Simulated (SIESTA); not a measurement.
## A series of single points on Al₂Pt

System: Al₂Pt (3 atoms in the cell).
Method: Kohn-Sham DFT of a periodic cell, PBE, PseudoDojo 0.4 standard, converted to PSML, no spin polarisation (SIESTA 5.4.2).

The 7 runs differ only in the geometry, by an even scaling of the cell at fixed fractional positions. The structure derives from an entry of the Crystallography Open Database.

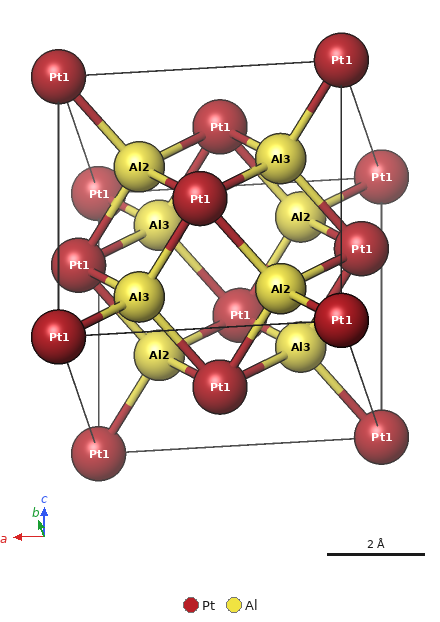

Figure 1. The structure of run 4 (ball-and-stick view of the cell 4 times as large as that of the calculation, set on its symmetry axes, seen at an oblique angle; atoms are numbered from 1 in the order of the input). An atom can appear more than once, as a periodic image.

**Input of run 4**
```
SystemName                      Al2Pt
SystemLabel                     Al2Pt
NumberOfSpecies                 2
NumberOfAtoms                   3
%block ChemicalSpeciesLabel
  1  78 Pt
  2  13 Al
%endblock ChemicalSpeciesLabel

LatticeConstant                 1.0 Ang
%block LatticeVectors
     0.0000000000     2.9550000000     2.9550000000
     2.9550000000     0.0000000000     2.9550000000
     2.9550000000     2.9550000000     0.0000000000
%endblock LatticeVectors
AtomicCoordinatesFormat         Fractional
%block AtomicCoordinatesAndAtomicSpecies
     0.0000000000     0.0000000000     0.0000000000  1  Pt
     0.7500000000     0.7500000000     0.7500000000  2  Al
     0.2500000000     0.2500000000     0.2500000000  2  Al
%endblock AtomicCoordinatesAndAtomicSpecies

%block kgrid.MonkhorstPack
    8   0   0  0.0
    0   8   0  0.0
    0   0   8  0.0
%endblock kgrid.MonkhorstPack
XC.Functional                   GGA
XC.Authors                      PBE
PAO.BasisSize                   DZP
PAO.EnergyShift                 0.003 Ry
Mesh.Cutoff                     800 Ry
OccupationFunction              FD
ElectronicTemperature           0.05 eV
MaxSCFIterations                120
SCF.MustConverge                false
SCF.Mixer.Method                Pulay
SCF.Mixer.Weight                0.25
SCF.Mixer.History               8
SCF.DM.Tolerance                5.0e-05
SCF.H.Tolerance                 1.0e-03 eV
WriteForces                     true
Charge.Mulliken                 end
Charge.Hirshfeld                end
Charge.Voronoi                  end
SaveRho                         true
SaveElectrostaticPotential      true
%block PAO.Basis
  Pt 5
  n=5 0 2
    2.732 0.000
  n=6 0 2
    7.326 0.000
  n=5 1 2
    3.260 0.000
  n=6 1 1
    7.326
  n=5 2 2
    5.692 0.000
%endblock PAO.Basis
```

Command:
```bash
siesta Al2Pt.fdf > Al2Pt.out 2>&1
```

Run 5 has the same physical settings and fractional positions; its lattice vectors (Å) are:
```
   0.000000    2.974570    2.974570
   2.974570    0.000000    2.974570
   2.974570    2.974570    0.000000
```

**Results, with one run withheld**

```tsv
run	volume per atom (Å³)	free energy per atom, from the lowest run given (meV)	pressure (GPa)
1	16.170	56.84	13.71
2	16.514	31.42	10.03
3	16.858	13.73	6.50
4	17.202	3.18	3.43
5	17.546	?	?
6	17.890	0.00	−1.73
7	18.234	6.08	−3.92
```

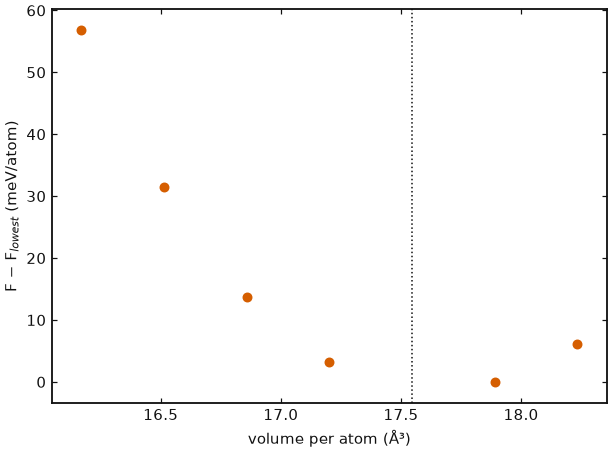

Figure 2. Free energy per atom of the runs given; the dotted line marks run 5.

What should run 5 give?

A cubic polynomial in V^(−2/3) (the Birch–Murnaghan form), fitted to the 6 runs given, misses them by at most 0.05 meV per atom. With x = V^(−2/3) − 0.15055 Å⁻², it reads F = 5.1346 + 4404.3 x + 7.502e+05 x² + 2.4503e+06 x³ (meV per atom). At run 5 it gives −1.19 meV per atom, and the run itself gives −1.18. The slope of the fit gives a pressure −dF/dV of 0.69 GPa there, and the run prints 0.71 GPa. The fit has its minimum at 17.640 Å³ per atom, where V d²F/dV² gives 128 GPa: the bulk modulus at this level, since symmetry fixes the shape and the positions.

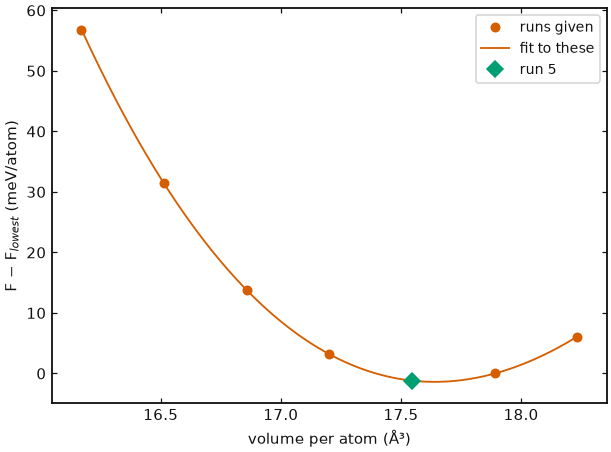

Figure 3. The fit and the withheld run.

**Some lines of the output (run 5)**
```
[...]
outcell: Cell volume (Ang**3)        :     52.6384
stepf: Fermi-Dirac step function
siesta: Etot    =     -3674.598683
siesta: FreeEng =     -3674.615768
        iscf     Eharris(eV)        E_KS(eV)     FreeEng(eV)     dDmax    Ef(eV) dHmax(eV)
siesta: E_KS(eV) =            -3681.7575
siesta: E_KS - E_eggbox =     -3681.7575
siesta: Etot    =     -3681.757494
siesta: FreeEng =     -3681.770079
siesta:         Fermi =      -5.193884
siesta: Cell volume =         52.638393 Ang**3
    Orbital volume contribution        =           4.645738 eV
```

Notes: Points of doubt noted for this run: mulliken charges of long orbitals. Spin–orbit coupling is left out, which matters for Pt. With a small basis of atomic orbitals these values can differ much from converged plane-wave results.
